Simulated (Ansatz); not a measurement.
**Si12H4O (slab): density, localisation and related maps**

Input file:

```
crystal:
  lattice:
    - [7.6805938572, 0.0, 0.0]
    - [3.8402969286, 6.6515893965, 0.0]
    - [0.0, 0.0, 24.0550759519]
  atoms:
    - { symbol: H, position: [0.0, 0.0, 0.7090011267] }
    - { symbol: H, position: [0.0, 0.5, 0.7090011267] }
    - { symbol: H, position: [0.5, 0.0, 0.7090011267] }
    - { symbol: H, position: [0.5, 0.5, 0.7090011267] }
    - { symbol: Si, position: [0.0, 0.0, 0.6466442252] }
    - { symbol: Si, position: [0.0, 0.5, 0.6466442252] }
    - { symbol: Si, position: [0.5, 0.0, 0.6466442252] }
    - { symbol: Si, position: [0.5, 0.5, 0.6466442252] }
    - { symbol: Si, position: [0.1666666667, 0.1666666667, 0.6140566196] }
    - { symbol: Si, position: [0.1666666667, 0.6666666667, 0.6140566196] }
    - { symbol: Si, position: [0.6666666667, 0.1666666667, 0.6140566196] }
    - { symbol: Si, position: [0.6666666667, 0.6666666667, 0.6140566196] }
    - { symbol: Si, position: [0.1666666667, 0.1666666667, 0.5162938028] }
    - { symbol: Si, position: [0.1666666667, 0.6666666667, 0.5162938028] }
    - { symbol: Si, position: [0.6666666667, 0.1666666667, 0.5162938028] }
    - { symbol: Si, position: [0.6666666667, 0.6666666667, 0.5162938028] }
    - { symbol: Si, position: [0.3333333333, 0.3333333333, 0.4837061972] }
    - { symbol: Si, position: [0.3333333333, 0.8333333333, 0.4837061972] }
    - { symbol: Si, position: [0.8333333333, 0.3333333333, 0.4837061972] }
    - { symbol: Si, position: [0.8333333333, 0.8333333333, 0.4837061972] }
    - { symbol: Si, position: [0.3333333333, 0.3333333333, 0.3859433804] }
    - { symbol: Si, position: [0.3333333333, 0.8333333333, 0.3859433804] }
    - { symbol: Si, position: [0.8333333333, 0.3333333333, 0.3859433804] }
    - { symbol: Si, position: [0.8333333333, 0.8333333333, 0.3859433804] }
    - { symbol: Si, position: [0.0, 0.0, 0.3533557748] }
    - { symbol: Si, position: [0.0, 0.5, 0.3533557748] }
    - { symbol: Si, position: [0.5, 0.0, 0.3533557748] }
    - { symbol: Si, position: [0.5, 0.5, 0.3533557748] }
    - { symbol: H, position: [0.0, 0.0, 0.2909988733] }
    - { symbol: H, position: [0.0, 0.5, 0.2909988733] }
    - { symbol: H, position: [0.5, 0.0, 0.2909988733] }
    - { symbol: H, position: [0.5, 0.5, 0.2909988733] }
    - { symbol: O, position: [0.152286706, -0.0198174023, 0.6036045782] }
    - { symbol: O, position: [0.0610407491, -0.2110861355, 0.6650910016] }
scf:
  occupations: { method: gaussian, width: 0.02 }
output:
  forces: true
  stress: false
  write_density: true
  write_potential: true
  elf: true
  volumetric_format: npy
hamiltonian:
  xc: pbe
kpoints:
  mp_grid: { grid: [4, 4, 1] }
relax:
  f_tol: 0.002
  constraints: [{ sites: [20, 21, 22, 23, 24, 25, 26, 27, 28, 29, 30, 31] }]
```

Launched as:

```sh
ansatz run input.yaml --threads 4 --pin off --max-ram 10240MiB --backend cpu --events-out ev --progress --plain --runs-dir out
```

The fields are those of the relaxed geometry.

Theory: Ansatz 0.2.0, DFT PBE, scalar-relativistic, plane waves, PAW.

The density is the valence pseudo-density of a PAW calculation; it isn't the true density close to the nuclei.

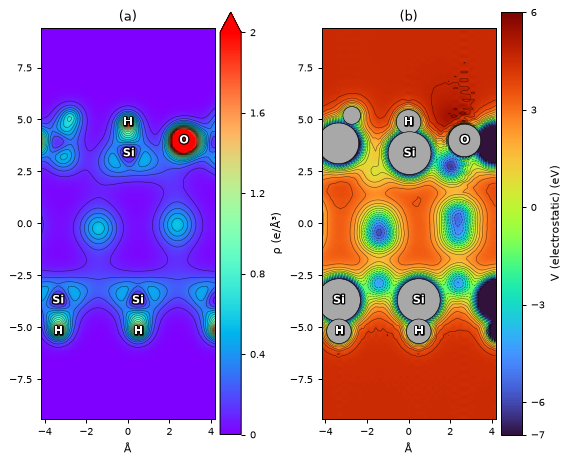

Figure 1. (a) valence pseudo-density; (b) electrostatic potential (local pseudopotential plus Hartree) felt by an electron on the (100) plane of the calculation cell, a cut from vacuum to vacuum. Grey discs cover the atomic cores in the potential map.

Q: Describe what can be read from this map.

A: Atoms in the plane: H, Si and O.
Atoms just off the plane (H, 0.4 Å away and Si, 0.3 Å away) can leave unmarked features too.
Si–H (1.50 Å): the density is about 0.71 e/Å³ at the midpoint.
The density dies away to nearly zero in the vacuum.

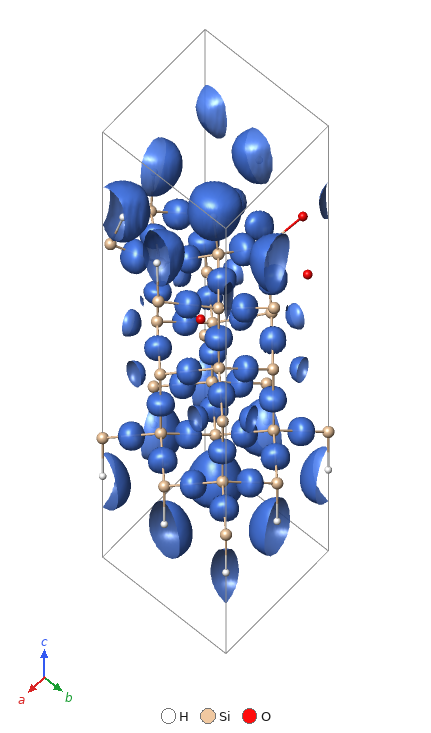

Figure 2. Isosurface of the electron localisation function at 0.9 (blue), seen at an oblique angle. Only the valence region is drawn (cores and ρ < 0.01 e/Å³ removed). Sticks mark near contacts.

Q: Describe the localisation domains.

A: At this value the surface marks out 42 regions between bonded Si–Si atoms (shared pairs) and eight regions around hydrogen nuclei, counted in one cell of 34 atoms. Counts are for one cell; the picture repeats the cell along the surface. Along the contacts the grid gives the following. Si–H (1.49 Å): the ELF peaks at about 1 between the atoms: an ordinary covalent bond to hydrogen. Si–O (1.65 Å): the ELF peaks at about 0.85 between the atoms; a shared but strongly polarised pair.

Q: Does the calculation give a band gap?

A: It is gapped, with a Kohn–Sham gap of 1.3 eV on the k-point mesh (the band edges may lie off the mesh, which would make the gap smaller).
